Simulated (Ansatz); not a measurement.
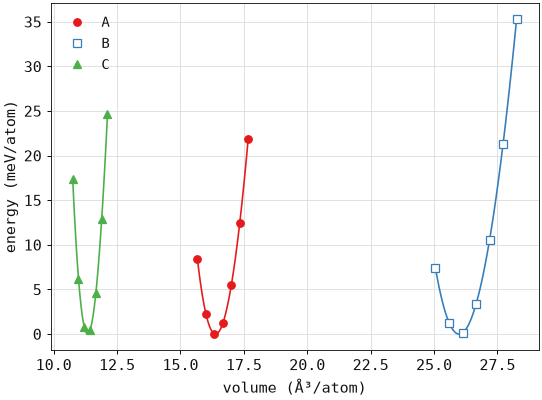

The figure shows the energy against volume, with one curve for each element, for Al, Cu and Sb (all in space group P6_3/mmc (No. 194)). The labels are replaced by letters.

Calculation (Ansatz 0.2.0): all-electron LAPW DFT, no spin polarisation; energies at scaled volumes of the given cell, shape and fractions fixed, counted from the fit's minimum, third-order Birch-Murnaghan fit. Level: PBEsol.

- occupations: Fermi–Dirac
- smearing width: 0.05 eV
- potentials: all electron LAPW, scalar relativistic

> Which letter stands for which compound?

A: Al; B: Sb; C: Cu.

Caveats: shape and atomic fractions are frozen while scaling, which makes layered, chain and framework solids too stiff.
